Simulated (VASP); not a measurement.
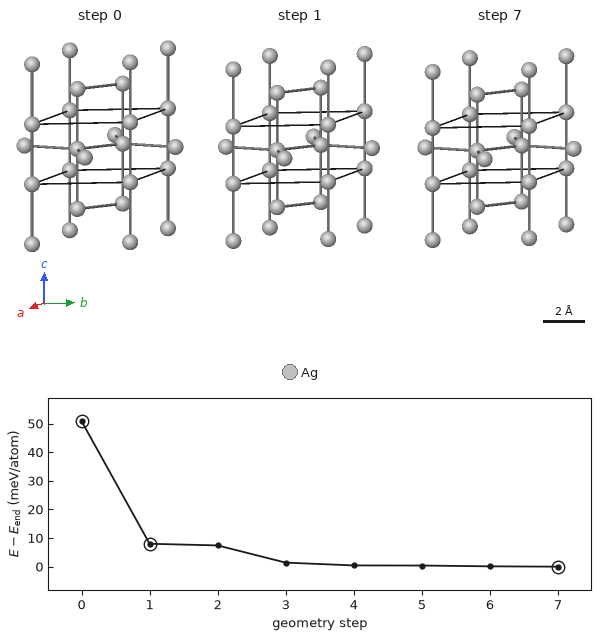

Frames of a relaxation of solid Ag (a generated structure, set up in P6/mmm), marked on the history of the run. A ball-and-stick model of the cell of the calculation, seen slightly off an axis.

The run lets cell and atoms move.

Theory: Kohn-Sham DFT of a periodic cell, PBE, VASP PAW PBE potentials, recommended (VASP).

Input
```
SYSTEM = Ag
ALGO = Normal
EDIFF = 1E-7
EDIFFG = -0.04
ENCUT = 600
GGA = PE
IBRION = 2
ISIF = 3
ISMEAR = 0
LASPH = .TRUE.
LCHARG = .FALSE.
LREAL = .FALSE.
LWAVE = .FALSE.
NELM = 100
NSW = 90
PREC = Accurate
SIGMA = 0.1
```

Command:
```bash
cat potpaw_PBE.64/Ag/POTCAR > POTCAR
mpirun -np 1 vasp_std > vasp.out
```

### Describe the path.

Over 7 geometry steps the energy falls by 50.9 meV per atom. All forces vanish by symmetry, so only the cell relaxes. The pressure goes from −6.17 to 0.01 GPa. No atom moves by more than 0.005 Å relative to the cell. Cell: a = b 4.849 → 4.768 Å (−1.7 %), c 2.973 → 2.779 Å (−6.5 %). Volume −9.6 %. Among the contacts that change: Ag–Ag 2.973 → 2.779 Å, Ag–Ag 2.799 → 2.753 Å. The space group stays P6/mmm (No. 191). From step 0 to 1: volume −10.8 %, energy −42.9 meV per atom. From step 1 to 7: volume +1.4 %, energy −8.0 meV per atom.
